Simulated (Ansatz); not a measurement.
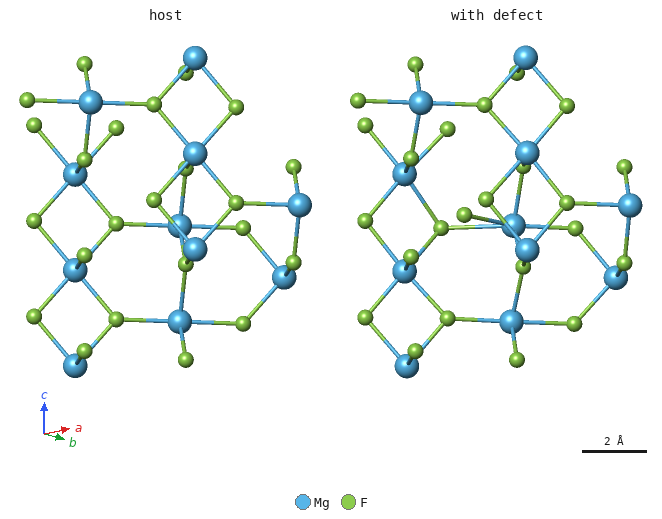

Left: perfect MgF2. Right: the same region with one point defect, after relaxing the atoms in a supercell of 48 sites. Style: ball-and-stick. Shown: the atoms within 5.4 Å of one point, in a slice 4.2 Å thick across the line of sight, from a free direction.

Computed with Ansatz 0.2.0, DFT PBE, scalar-relativistic, plane waves, PAW. Settings: plane-wave cutoff 420 eV; k-point mesh 2 × 2 × 2; occupations gaussian; smearing width 0.01 eV; mesh shifted by (0.5, 0.5, 0.5); collinear spin. The cell is small and the k-mesh coarse, so the numbers are rough. The axes drawn are those of the host's conventional cell.

> What kind of defect was made?

An extra fluorine atom is put between the host's atoms (an interstitial).

The charge state of the cell is 0.

> What does the relaxation do around it?

The F atom starts with 3 F at 1.73 to 1.84 Å, 1 Mg at 1.90 Å around its place and ends with 2 F at 1.93 to 2.20 Å, 1 Mg at 2.11 Å. Of the host's atoms, a fluorine atom moves furthest from its site, by 0.62 Å. The F atom itself moves 0.58 Å from where it was put. The cell's net moment is 1.00 μB. Relaxing the atoms from the host's sites lowers the energy by 3.13 eV. At a tolerance of 0.02 Å the relaxed supercell has space group Cm.
